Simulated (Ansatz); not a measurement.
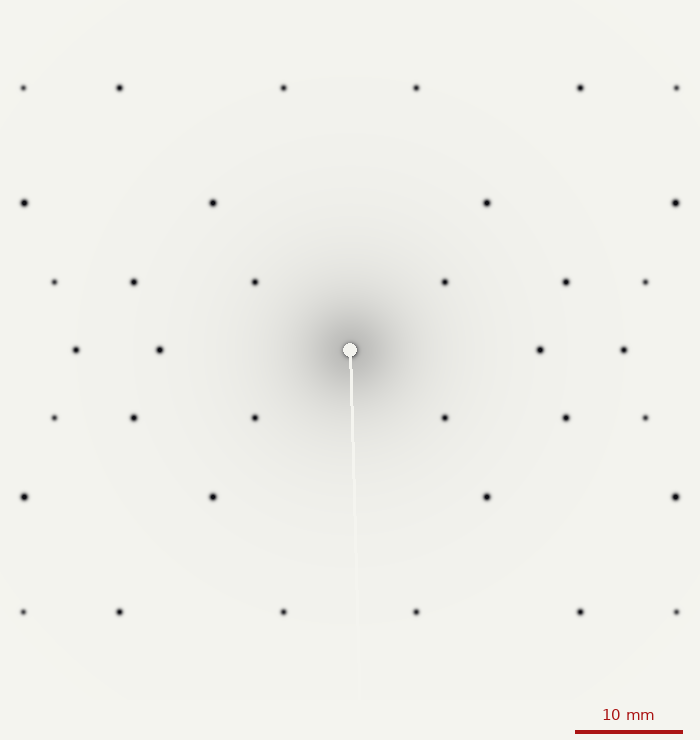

Simulated X-ray rotation photograph: Cu Kα radiation (λ = 1.5418 Å), cylindrical film of radius 28.65 mm unrolled, rotation axis vertical and normal to the beam, kinematic intensities without Lorentz or polarisation factors, the film spanning ±63° about the beam; spots down to d = 1.36 Å.

### Measure the layer lines and find the identity period along the axis.

The first layer line lies 6.4 mm from the equator, so tan ν = 0.223, sin ν = 0.217 and the period is λ/sin ν = 7.09 Å. Further lines follow at 13.8, 24.7 mm.

The crystal is Y, space group Fd-3m (No. 227), a = 7.09 Å. Structure: coordinates from a relaxation with DFT, PBE, plane waves (420 eV) with PAW, scalar-relativistic (Ansatz); the starting structure was generated, so it need not be a known form of this composition.

### About which axis was it rotated?

About [001] (or an equivalent direction), whose length in the conventional cell is 7.091 Å.
